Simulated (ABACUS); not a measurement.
# Run report: Rh, single-point calculation at one volume of an equation of state (part 2 of 2)

The same run, continued: Rh (Fm-3m, 1 atom in the cell); Kohn-Sham DFT of a periodic cell, SCAN, SG15 ONCV 1.2 PBE, no spin polarisation (ABACUS 3.10.1); cutoff 1401.39 eV, 8×8×8 k-mesh, fermi-dirac of 0.05 eV. The structure derives from an entry of the Crystallography Open Database. It belongs to a series of runs on one base structure; here: volume scaled by 0.94.

Geometry of the input (Å; fractional positions):
```
0.0000  1.8591  1.8591
1.8591  0.0000  1.8591
1.8591  1.8591  0.0000
Rh 0.0000  0.0000  0.0000
```

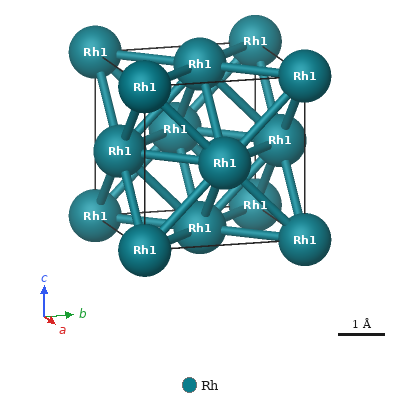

**Figure 1.** The input geometry (ball-and-stick view of the cell 4 times as large as that of the calculation, set on its symmetry axes, seen slightly off an axis; atoms are numbered from 1 in the order of the input).

The program's output, continued
```
 PW ALGORITHM --------------- ION=   1  ELEC=   1--------------------------------
 Notice: Threshold on eigenvalues was too large.
 hsover_error=0.17 > DRHO=0.0234514
 Origin diag ethr = 0.01
 New diag ethr = 0.000137949

 Density error is 0.018385015638
                          Error Threshold = 0.000137949132798
----------------------------------------------------------
     Energy           Rydberg                 eV
----------------------------------------------------------
 E_KohnSham     -216.9586730147      -2951.8741835188
 E_Harris       -217.7511145528      -2962.6559037685
 E_Fermi        1.8655663493         25.3823323482
----------------------------------------------------------

 PW ALGORITHM --------------- ION=   1  ELEC=   2--------------------------------

 Density error is 0.00313652301796
                          Error Threshold = 0.000108147150812
----------------------------------------------------------
     Energy           Rydberg                 eV
----------------------------------------------------------
 E_KohnSham     -217.0070192045      -2952.5319671772
 E_Harris       -216.5035705891      -2945.6821973572
 E_Fermi        1.8388949625         25.0194495130
----------------------------------------------------------

 PW ALGORITHM --------------- ION=   1  ELEC=   3--------------------------------

 Density error is 0.000396204137537
                          Error Threshold = 1.84501353998e-05
----------------------------------------------------------
     Energy           Rydberg                 eV
----------------------------------------------------------
 E_KohnSham     -217.0167348265      -2952.6641549949
 E_Harris       -217.0208490149      -2952.7201314003
 E_Fermi        1.8531163295         25.2129411376
----------------------------------------------------------

 PW ALGORITHM --------------- ION=   1  ELEC=   4--------------------------------

 Density error is 5.70143912051e-05
                          Error Threshold = 2.33061257375e-06
----------------------------------------------------------
     Energy           Rydberg                 eV
----------------------------------------------------------
 E_KohnSham     -217.0179147221      -2952.6802082987
 E_Harris       -217.0085076065      -2952.5522179246
 E_Fermi        1.8539961553         25.2249117824
----------------------------------------------------------

 PW ALGORITHM --------------- ION=   1  ELEC=   5--------------------------------

 Density error is 4.80218490096e-07
                          Error Threshold = 3.35378771795e-07
----------------------------------------------------------
     Energy           Rydberg                 eV
----------------------------------------------------------
 E_KohnSham     -217.0180005313      -2952.6813757931
 E_Harris       -217.0166316886      -2952.6627517325
 E_Fermi        1.8546492680         25.2337978358
----------------------------------------------------------

 PW ALGORITHM --------------- ION=   1  ELEC=   6--------------------------------

 Density error is 9.93112499884e-08
                          Error Threshold = 2.82481464763e-09
----------------------------------------------------------
     Energy           Rydberg                 eV
----------------------------------------------------------
 E_KohnSham     -217.0180017764      -2952.6813927330
 E_Harris       -217.0189229715      -2952.6939262360
 E_Fermi        1.8548315885         25.2362784341
----------------------------------------------------------

 PW ALGORITHM --------------- ION=   1  ELEC=   7--------------------------------

 Density error is 4.16639380281e-09
                          Error Threshold = 5.84183823461e-10
----------------------------------------------------------
     Energy           Rydberg                 eV
----------------------------------------------------------
 E_KohnSham     -217.0180019679      -2952.6813953385
 E_KS(sigma->0) -217.0176108834      -2952.6760743605
 E_Harris       -217.0184504054      -2952.6874966444
 E_band         -4.5025050779        -61.2597243333
 E_one_elec     -38.6839944783       -526.3227463055
 E_Hartree      32.2228877689        438.4148796722
 E_xc           -21.9782313435       -299.0291782336
 E_Ewald        -188.5778817460      -2565.7337085156
 E_entropy(-TS) -0.0007821691        -0.0106419561
 E_descf        0.0000000000         0.0000000000
 E_exx          0.0000000000         0.0000000000
 E_Fermi        1.8548516682         25.2365516328
----------------------------------------------------------

 charge density convergence is achieved
 final etot is -2952.6813953 eV
 EFERMI = 25.236551633 eV

 STATE ENERGY(eV) AND OCCUPATIONS    NSPIN == 1
 1/8 kpoint (Cartesian) = 0.0000 0.0000 0.0000 (1471 pws)
       1       -56.7576     0.00390625
       2       -23.2039     0.00390625
       3       -23.2039     0.00390625
       4       -23.2039     0.00390625
       5        16.1749     0.00390625
       6        21.6556     0.00390625
       7        21.6556     0.00390625
       8        21.6556     0.00390625
       9        23.9428     0.00390625
      10        23.9428     0.00390625
      11        42.0014        0.00000
      12        48.2589        0.00000
      13        48.2589        0.00000

 2/8 kpoint (Cartesian) = 0.033618 0.033618 0.033618 (1516 pws)
       1       -56.7342      0.0312500
       2       -23.3510      0.0312500
       3       -23.2234      0.0312500
       4       -23.2234      0.0312500
       5        16.8444      0.0312500
       6        21.3711      0.0312500
       7        21.9030      0.0312500
       8        21.9030      0.0312500
       9        23.8283      0.0312500
      10        23.8283      0.0312500
      11        42.9605        0.00000
      12        45.4950        0.00000
      13        49.2599        0.00000

 3/8 kpoint (Cartesian) = 0.067237 0.067237 0.067237 (1531 pws)
       1       -56.6773      0.0312500
       2       -23.6992      0.0312500
       3       -23.2704      0.0312500
       4       -23.2704      0.0312500
       5        18.1217      0.0312500
       6        21.4806      0.0312500
       7        22.0298      0.0312500
       8        22.0298      0.0312500
       9        24.1805      0.0312500
      10        24.1805      0.0312500
      11        41.5618        0.00000
      12        43.9204        0.00000
      13        51.6349        0.00000

 4/8 kpoint (Cartesian) = 0.10085 0.10085 0.10085 (1516 pws)
       1       -56.6200      0.0312500
       2       -24.0383      0.0312500
       3       -23.3170      0.0312500
       4       -23.3170      0.0312500
       5        18.2517      0.0312500
       6        21.6681      0.0312500
       7        21.6681      0.0312500
       8        23.8018      0.0312500
       9        25.2833     0.00880893
      10        25.2833     0.00880893
      11        37.4320        0.00000
      12        42.4060        0.00000
      13        49.7461        0.00000

 5/8 kpoint (Cartesian) = 0.13447 0.13447 0.13447 (1538 pws)
       1       -56.5961      0.0156250
       2       -24.1762      0.0156250
       3       -23.3361      0.0156250
       4       -23.3361      0.0156250
       5        18.0966      0.0156250
       6        21.4779      0.0156250
       7        21.4779      0.0156250
       8        25.7766    3.18372e-07
       9        25.8794    4.07461e-08
      10        25.8794    4.07461e-08
      11        34.8839    2.50187e-86
      12        41.5977        0.00000
      13        48.2287        0.00000

 6/8 kpoint (Cartesian) = 0.0000 0.0000 0.067237 (1515 pws)
       1       -56.7264      0.0234375
       2       -23.3465      0.0234375
       3       -23.2564      0.0234375
       4       -23.2564      0.0234375
       5        17.0709      0.0234375
       6        21.0340      0.0234375
       7        22.1525      0.0234375
       8        22.1525      0.0234375
       9        23.3139      0.0234375
      10        24.1805      0.0234375
      11        43.3654        0.00000
      12        46.3946        0.00000
      13        48.2564        0.00000

[... levels at 2 further k points ...]

------------------------------------------------------------------------------------------
 TOTAL-FORCE (eV/Angstrom)
------------------------------------------------------------------------------------------
                       Rh1         0.0000000000         0.0000000000         0.0000000000
------------------------------------------------------------------------------------------

----------------------------------------------------------------
 TOTAL-STRESS (KBAR)
----------------------------------------------------------------
       175.3177561702         0.0000000000        -0.0000000000
         0.0000000000       175.3177561702         0.0000000000
         0.0000000000        -0.0000000000       175.3177561702
----------------------------------------------------------------
 TOTAL-PRESSURE: 175.317756 KBAR

 --------------------------------------------
 !FINAL_ETOT_IS -2952.6813953385258174 eV
 --------------------------------------------
```

Standard output
```
ABACUS v3.10.1

               Atomic-orbital Based Ab-initio Computation at UStc

 dft_functional readin is: scan
 dft_functional in pseudopot file is: PBE
 Please make sure this is what you need

%%%%%%%%%%%%%%%%%%%%%%%%%%%%%%%%%%%%%%%%%%%%%%%%%%%%%%%%%%%%%%%%%%%%%%%%%%%%%%%%%%%%%%%%%%%%%%%%%%%%%%%%%
 Warning: the number of valence electrons in pseudopotential > 9 for Rh: [Kr] 4d8 5s1
 Pseudopotentials with additional electrons can yield (more) accurate outcomes, but may be less efficient.
 If you're confident that your chosen pseudopotential is appropriate, you can safely ignore this warning.
%%%%%%%%%%%%%%%%%%%%%%%%%%%%%%%%%%%%%%%%%%%%%%%%%%%%%%%%%%%%%%%%%%%%%%%%%%%%%%%%%%%%%%%%%%%%%%%%%%%%%%%%%

 UNIFORM GRID DIM        : 36 * 36 * 36
 UNIFORM GRID DIM(BIG)   : 36 * 36 * 36
 ---------------------------------------------------------
 Self-consistent calculations for electrons
 ---------------------------------------------------------
 SPIN    KPOINTS         PROCESSORS  THREADS
 1       29              4           4
 ---------------------------------------------------------
 Use plane wave basis
 ---------------------------------------------------------
 ELEMENT NATOM       XC
 Rh      1
 ---------------------------------------------------------
 Initial plane wave basis and FFT box
 ---------------------------------------------------------
 -------------------------------------------
 SELF-CONSISTENT :
 -------------------------------------------
 START CHARGE      : atomic
 ITER       ETOT/eV          EDIFF/eV         DRHO         DKIN     TIME/s
 DA1     -2.95187418e+03   0.00000000e+00   1.8385e-02   4.5362e-01   5.49
 DA2     -2.95253197e+03  -6.57783658e-01   3.1365e-03   1.9829e-01   2.14
 DA3     -2.95266415e+03  -1.32187818e-01   3.9620e-04   5.7475e-02   2.04
 DA4     -2.95268021e+03  -1.60533038e-02   5.7014e-05   1.7396e-03   2.08
 DA5     -2.95268138e+03  -1.16749442e-03   4.8022e-07   9.3894e-04   2.01
 DA6     -2.95268139e+03  -1.69398437e-05   9.9311e-08   4.4406e-04   2.16
 DA7     -2.95268140e+03  -2.60556725e-06   4.1664e-09   4.4521e-04   2.09
----------------------------------------------------------------
 TOTAL-STRESS (KBAR)
----------------------------------------------------------------
       175.3177561702         0.0000000000        -0.0000000000
         0.0000000000       175.3177561702         0.0000000000
         0.0000000000        -0.0000000000       175.3177561702
----------------------------------------------------------------
 TOTAL-PRESSURE: 175.317756 KBAR
```

Results in brief

| quantity | value |
| --- | --- |
| outcome | converged |
| space group (tolerance 0.01 Å) | Fm-3m (225) |
| electrons treated | 17 |
| free energy | −2952.6814 eV |
| Fermi energy | 25.237 eV |
| gap on the k-point mesh | none (metallic) |
| pressure | 17.53 GPa |
| largest force (length of the vector) | under 0.001 eV/Å |
| wall time | 20 s (CPU time 76 s) |
| peak memory | 0.36 GiB |

Remarks

The cell is under a pressure of 17.5 GPa at this level, so it is not at its equilibrium volume.
